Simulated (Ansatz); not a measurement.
Geometry relaxation of C (part 1 of 3)

C (Fmmm, 2 atoms in the cell), computed with DFT PBE, scalar-relativistic, plane waves, PAW, no spin polarisation (Ansatz 0.2.0).

The structure derives from an entry of the Crystallography Open Database. Figures and captions count atoms from 1; the log counts them from 0 in places.

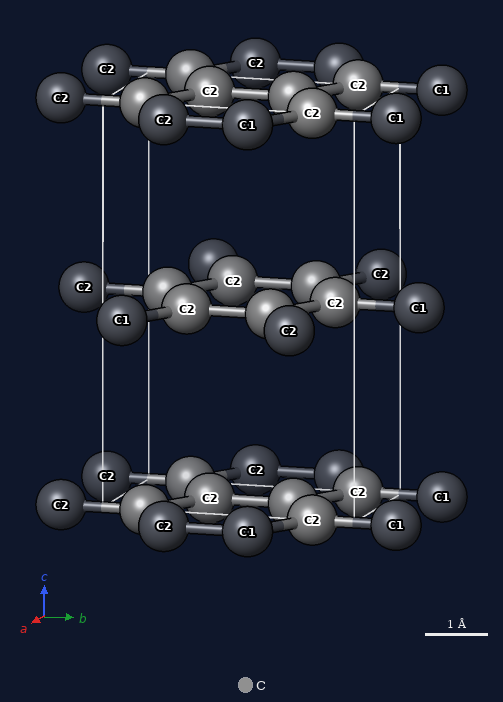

Fig. 1: The structure as given in the input (ball-and-stick view of the cell 4 times as large as that of the calculation, set on its symmetry axes, seen slightly off an axis; neighbours outside the cell are drawn fainter; atoms are numbered from 1 in the order of the input). An atom can appear more than once, as a periodic image. Near neighbours in the periodic cell (some may lie outside the picture): C has 3 C at 1.42 Å.

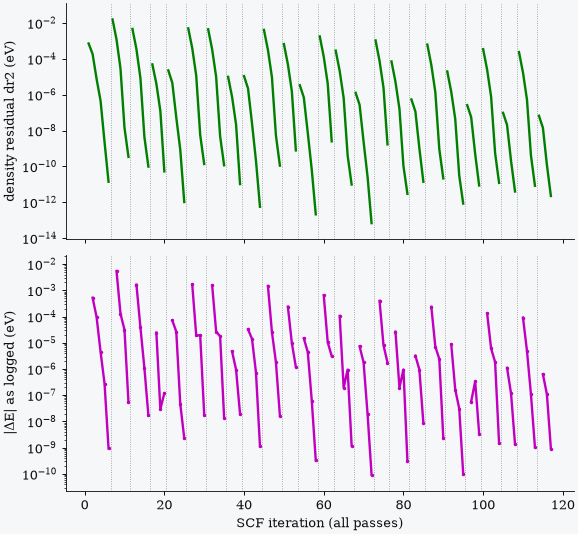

Fig. 2: Convergence of the self-consistent field: density residual dr2 and size of the energy change against the SCF iteration. The dotted lines part the SCF passes of the relaxation: geometry steps, rejected trials and re-solves on a re-selected basis. The 25 passes take 4 to 6 iterations each, 117 in all.

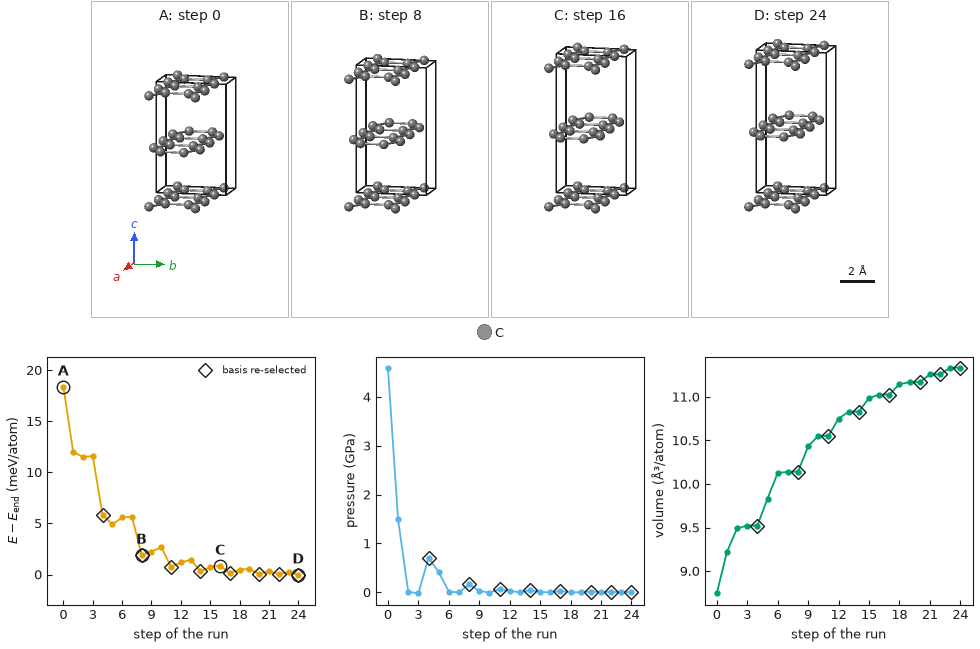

Fig. 3: Frames of the relaxation (ball-and-stick view of the cell 4 times as large as that of the calculation, set on its symmetry axes, repeated 3 × 1 × 1, seen slightly off an axis) above the curves, on which the letters mark them (the first geometry is step 0 here and step 1 in the log).

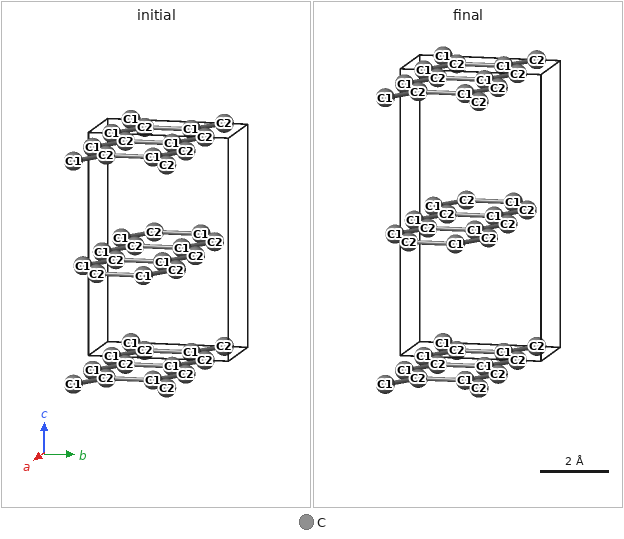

Fig. 4: Before (left) and after (right) the relaxation, at one scale (ball-and-stick view of the cell 4 times as large as that of the calculation, set on its symmetry axes, repeated 3 × 1 × 1, seen slightly off an axis). The atoms keep their places relative to the cell (all moves are under 0.005 Å). The volume changes by +29.6 %, with a 2.456 → 2.466 Å (+0.4 %), b 4.254 → 4.272 Å (+0.4 %), c 6.696 → 8.605 Å (+28.5 %). Distances before and after: C1–C2 1.418 → 1.424 Å. The space group stays Fmmm (No. 69). Over 16 geometry steps the energy falls by 18.1 meV per atom. Largest force component: 0.031 eV/Å at the start, under 0.0001 eV/Å at the end. The pressure goes from 4.60 to 0.01 GPa. The basis was re-selected 7 times at an unchanged geometry, which shifts the energy a little without any move. The energy change given includes the shifts at the re-selections in mid-walk, which come without any move. A last SCF at the same geometry on a re-selected plane-wave basis shifts the energy by −0.2 meV per atom. (Atoms are counted from 1 in the order of the input.)

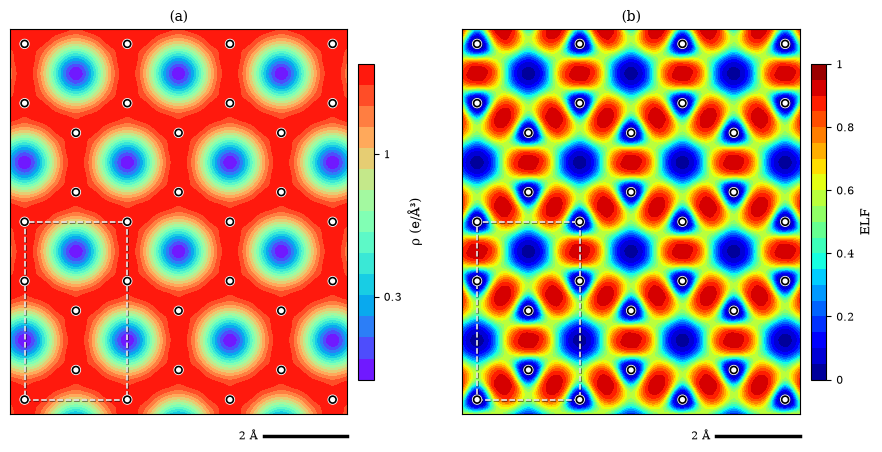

Fig. 5: (a) valence electron density; (b) ELF on the (001) plane of the conventional cell. Circles mark the nuclei in the plane (C). Atoms in the plane: C. C–C (1.42 Å): ρ at the midpoint is about 2 e/Å³; the ELF peaks at about 0.95 between the atoms, which marks a shared electron pair. Away from the nuclei the density in this plane falls to 0.15 e/Å³ at its lowest. In a PAW calculation such maps are meaningful between the atoms, not at the nuclei.

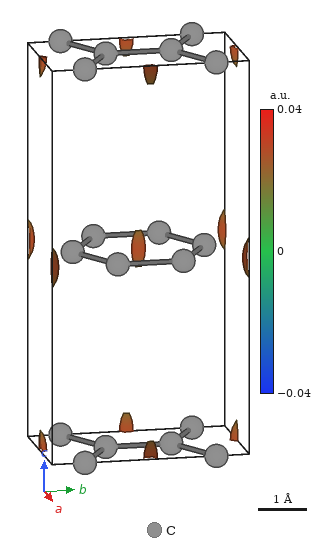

Fig. 6: Non-covalent interaction (NCI) plot: the surface where the reduced density gradient is 0.4, for densities under 0.05 a.u., coloured by sign(λ₂)ρ; seen slightly off an axis. The outline is the cell set on symmetry axes.

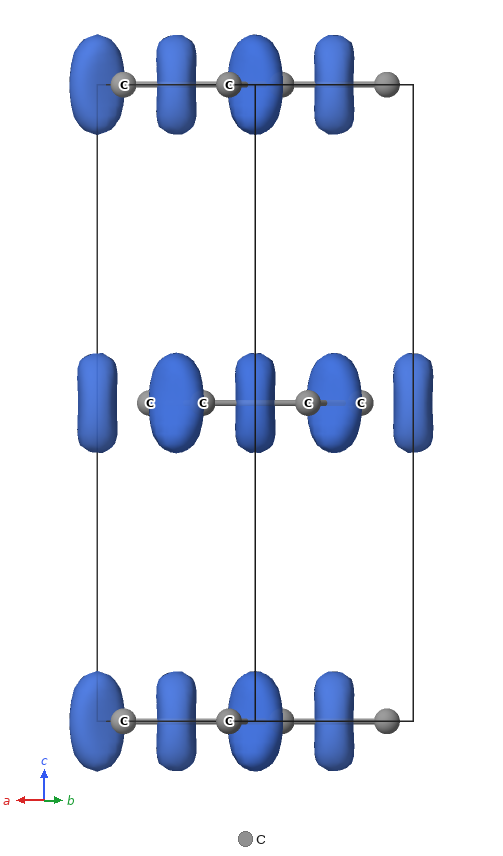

Fig. 7: Isosurface of the electron localisation function at 0.8 (blue), seen along [110]. Core shells and regions of very low density are left out. Sticks mark near contacts. The outline is the cell set on symmetry axes. Values along the shortest contacts: C–C (1.42 Å): the ELF peaks at about 0.95 between the atoms (localised, shared-pair bonding).

The input and output of the run follow.

### Input
```yaml
crystal:
  lattice:
    - [0.0, 2.127, 3.348]
    - [1.228, 0.0, 3.348]
    - [1.228, 2.127, 0.0]
  atoms:
    - { symbol: C, position: [0.16667, 0.83333, 0.16667] }
    - { symbol: C, position: [0.83333, 0.16667, 0.83333] }
basis:
  ecutwfc: 420
kpoints:
  mp_grid: { grid: [14, 14, 14] }
hamiltonian:
  xc: pbe
scf:
  occupations: { method: gaussian, width: 0.02 }
output:
  forces: true
  stress: true
  eigenvalues: true
  write_density: true
  write_potential: true
  elf: true
  volumetric_format: npy
relax:
  adjacent_minimum: "off"
  f_tol: 0.005
  max_steps: 80
  cell: { stress_tol: 0.05 }
```

Command:
```bash
ansatz run input.yaml --threads 2 --pin off --max-ram 5120MiB --backend cpu --events-out ev --progress --plain --runs-dir out
```

### Output
```
Engine: ansatz 0.2.0, x86_64-unknown-linux-gnu
Pseudopotentials: kind: paw
Pseudopotential: C, paw, valence charge 4, recommended cutoff 420 eV (normal), C.paw.azcp
Functional definition: PBE
  parameter kappa = 0.804
  parameter beta = 0.06672455060314922
  exchange = pbe_x(kappa = kappa, mu = beta*pi^2/3)
  correlation = pbe_c(beta = beta)
Crystal: 2 atoms, lattice volume = 17.490 Å³
Basis set: ecut = 420 eV, 333 PW (Γ), exchange–correlation on 54×48×36 points (8 copies of the dense FFT grid, shifted against one another)
Bands: 8, of which v1, the nominal top of the filled ones, is band 4 counted from 1 (3 counted from 0)
Symmetry: 8 space group operations
Space group: Fmmm (ITA 69), of the structure as read, at distance tolerance 2.6e-5 Å
k-points: 428 of 2744
Non-local potential: C, projectors of the file, l = 0: 2, l = 1: 2, l = 2: 1
PAW form: soft (Blöchl's): semilocal exchange-correlation on the pseudo side does not see the compensation charge
PAW one-centre angular grid: C, 110 points (default); XC on 64 Gauss nodes
Initial density: superposition of atomic densities (neutral atoms: chi_scale 0, normalization atom), corrected by the library's trained network
Initial wavefunctions: pseudopotential atomic-orbital guess
Functional: x = pbe(κ = 0.804, μ = 0.2195149727645171), c = pbe(β = 0.06672455060314922)
SCF iter   1: F=—  HF=-501.851109 eV  |F-HF|=—  |Δ(HF+E_count)|=         —  Δρ=2.27e-3  dr2=7.19e-4  ethr=1.77e-3  ⟨swp⟩=4.9  Hψ=23049  notcnv=0
preconditioner: auto → none  [insulator: Δε(μ)=0.359 eV  Ē_g=18.538 eV  σ=0.020 eV  W_gap=1.00  n_scr=2 (ndim 8)  ℏωp=25.1 eV  f_vac=0.005  D(μ)=0.00/eV (n_scr^D=0)  ε∞_Penn≈2.8]
SCF iter   2: F=—  HF=-501.851632 eV  |F-HF|=—  |Δ(HF+E_count)|=   5.24e-4  Δρ=1.18e-3  dr2=1.86e-4  ethr=8.99e-6  ⟨swp⟩=2.9  Hψ=10132  notcnv=0
SCF iter   3: F=—  HF=-501.851728 eV  |F-HF|=—  |Δ(HF+E_count)|=   9.60e-5  Δρ=2.49e-4  dr2=7.62e-6  ethr=2.33e-6  ⟨swp⟩=2.0  Hψ=6431  notcnv=0
SCF iter   4: F=—  HF=-501.851733 eV  |F-HF|=—  |Δ(HF+E_count)|=   4.51e-6  Δρ=8.05e-5  dr2=4.55e-7  ethr=9.52e-8  ⟨swp⟩=2.2  Hψ=5025  notcnv=0
iter 5 did not close the SCF: its close was put off for the readings that it lacked (scf_convergence_deferred on its scf_iter line)
SCF iter   5: F=-501.851733 eV  HF=-501.851733 eV  |F-HF|=5.10e-10  |Δ(HF+E_count)|=   2.77e-7  Δρ=4.83e-6  dr2=2.24e-9  ethr=5.69e-9  ⟨swp⟩=2.3  Hψ=4910  notcnv=0
SCF iter   6: F=-501.851733 eV  HF=-501.851733 eV  |F-HF|=4.28e-11  |Δ(HF+E_count)|=  9.36e-10  Δρ=4.69e-7  dr2=1.40e-11  ethr=2.80e-11  ⟨swp⟩=5.3  Hψ=16668  notcnv=0
SCF 1 converged in 6 iterations: F = -501.851733 eV  dr2 = 1.40e-11
  greatest PAW one-centre occupation: 0.675 electrons in one spin orbital (limit 2), on the C atom at site 1 (counted from 0), in its partial waves of l = 0
relax step   1: F+E_penalty+E_count = -501.85173315 eV  Δ(F+E_penalty+E_count) = +0.000e0 eV  max|allowed force component| = 3.143e-2 eV/Å  Δτ_max = 0.0000 Å  P = +4.596 GPa  Ω = 17.490 Å³  (6 SCF iters, accepted)
Crystal: 2 atoms, lattice volume = 18.438 Å³
Basis set: ecut = 420 eV, 345 PW (Γ), exchange–correlation on 54×48×36 points (8 copies of the dense FFT grid, shifted against one another)
Initial density: handed on by an earlier stage of this run
Initial wavefunctions: those handed on with the density
iter 1 solved again at ethr=2.02e-4 eV; its pass at ethr=3.10e-3 eV (dr2=1.62e-2 eV) is discarded
SCF iter   1: F=—  HF=-501.870135 eV  |F-HF|=—  |Δ(HF+E_count)|=         —  Δρ=7.69e-3  dr2=1.59e-2  ethr=2.02e-4  ⟨swp⟩=1.0  Hψ=33965  notcnv=0
preconditioner: auto → none  [insulator: Δε(μ)=0.533 eV  Ē_g=18.256 eV  σ=0.020 eV  W_gap=1.00  n_scr=2 (ndim 8)  ℏωp=24.5 eV  f_vac=0.070  D(μ)=0.00/eV (n_scr^D=0)  ε∞_Penn≈2.8]
SCF iter   2: F=—  HF=-501.864643 eV  |F-HF|=—  |Δ(HF+E_count)|=   5.49e-3  Δρ=2.41e-3  dr2=1.21e-3  ethr=1.98e-4  ⟨swp⟩=3.0  Hψ=6659  notcnv=0
SCF iter   3: F=—  HF=-501.864515 eV  |F-HF|=—  |Δ(HF+E_count)|=   1.28e-4  Δρ=6.42e-4  dr2=2.86e-5  ethr=1.52e-5  ⟨swp⟩=2.8  Hψ=6772  notcnv=0
SCF iter   4: F=—  HF=-501.864547 eV  |F-HF|=—  |Δ(HF+E_count)|=   3.16e-5  Δρ=1.38e-5  dr2=1.44e-8  ethr=2.50e-9  ⟨swp⟩=8.4  Hψ=24916  notcnv=0
SCF iter   5: F=-501.864547 eV  HF=-501.864547 eV  |F-HF|=1.66e-9  |Δ(HF+E_count)|=   5.42e-8  Δρ=2.09e-6  dr2=3.42e-10  ethr=1.80e-10  ⟨swp⟩=5.6  Hψ=16681  notcnv=0
SCF 2 converged in 5 iterations: F = -501.864547 eV  dr2 = 3.42e-10
[... from here on the iterations of each SCF are left out, up to the last one ...]
relax step   2: F+E_penalty+E_count = -501.86454659 eV  Δ(F+E_penalty+E_count) = -1.281e-2 eV  max|allowed force component| = 6.052e-3 eV/Å  Δτ_max = 0.0002 Å  P = +1.493 GPa  Ω = 18.438 Å³  energy of the carried Pulay correction = -3.139e-3 eV  (5 SCF iters, dr2 threshold 2.00e-7 eV, accepted)
Crystal: 2 atoms, lattice volume = 18.980 Å³
Basis set: ecut = 420 eV, 355 PW (Γ), exchange–correlation on 54×48×36 points (8 copies of the dense FFT grid, shifted against one another)
preconditioner: auto → none  [insulator: Δε(μ)=0.628 eV  Ē_g=18.178 eV  σ=0.020 eV  W_gap=1.00  n_scr=2 (ndim 8)  ℏωp=24.1 eV  f_vac=0.088  D(μ)=0.00/eV (n_scr^D=0)  ε∞_Penn≈2.8]
SCF 3 converged in 5 iterations: F = -501.865503 eV  dr2 = 9.81e-11
relax step   3: F+E_penalty+E_count = -501.86550295 eV  Δ(F+E_penalty+E_count) = -9.564e-4 eV  max|allowed force component| = 2.475e-3 eV/Å  Δτ_max = 0.0000 Å  P = +0.010 GPa  Ω = 18.980 Å³  energy of the carried Pulay correction = -4.863e-3 eV  (5 SCF iters, dr2 threshold 2.00e-7 eV, accepted)
Crystal: 2 atoms, lattice volume = 19.044 Å³
Basis set: ecut = 420 eV, 367 PW (Γ), exchange–correlation on 54×48×36 points (8 copies of the dense FFT grid, shifted against one another)
preconditioner: auto → none  [insulator: Δε(μ)=0.645 eV  Ē_g=18.199 eV  σ=0.020 eV  W_gap=1.00  n_scr=2 (ndim 8)  ℏωp=24.1 eV  f_vac=0.073  D(μ)=0.00/eV (n_scr^D=0)  ε∞_Penn≈2.7]
SCF 4 converged in 4 iterations: F = -501.865340 eV  dr2 = 5.29e-11
relax step   4: F+E_penalty+E_count = -501.86534033 eV  Δ(F+E_penalty+E_count) = +1.626e-4 eV  max|allowed force component| = 1.600e-3 eV/Å  Δτ_max = 0.0000 Å  P = -0.019 GPa  Ω = 19.044 Å³  energy of the carried Pulay correction = -5.061e-3 eV  (4 SCF iters, dr2 threshold 7.07e-8 eV, accepted)
Basis set: ecut = 420 eV, 367 PW (Γ), exchange–correlation on 60×54×36 points (8 copies of the dense FFT grid, shifted against one another)
Initial wavefunctions: pseudopotential atomic-orbital guess (no wavefunctions were taken with the density)
preconditioner: auto → none  [insulator: Δε(μ)=0.645 eV  Ē_g=18.200 eV  σ=0.020 eV  W_gap=1.00  n_scr=2 (ndim 8)  ℏωp=24.1 eV  f_vac=0.070  D(μ)=0.00/eV (n_scr^D=0)  ε∞_Penn≈2.7]
SCF 5 converged in 5 iterations: F = -501.876805 eV  dr2 = 1.04e-12
```
